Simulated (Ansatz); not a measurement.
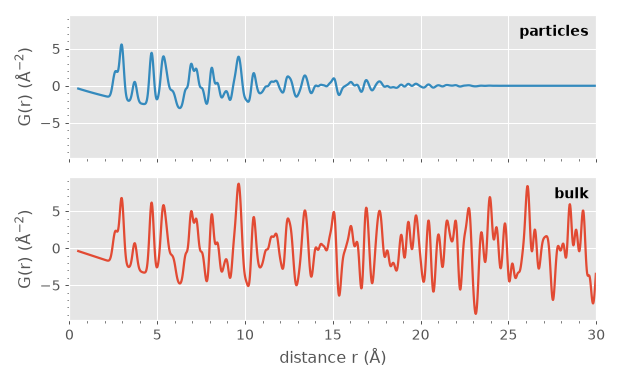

Computed X-ray G(r), with each pair weighted by the product of the atomic numbers (X-ray weights at Q = 0) and a uniform peak width σ = 0.12 Å, for spherical particles of Mo with the bulk structure: the bulk G(r) is multiplied by the envelope of a sphere of diameter D, 1 − 3r/2D + r³/2D³, with no surface relaxation. The number density is 0.0621 atoms per Å³. Structure used: the geometry relaxed with Ansatz 0.2.0, DFT PBE, scalar-relativistic, plane waves, PAW; the starting structure was generated, so it need not be a known form of this composition.

How large are the particles?

Answer. About 25 Å (2.5 nm): the signal is half of the bulk amplitude at r ≈ 8.7 Å and vanishes at r = D, fading from view somewhat earlier.

Roughly how many atoms does one particle hold?

Answer. About 510 (number density 0.0621 Å⁻³ times πD³/6).
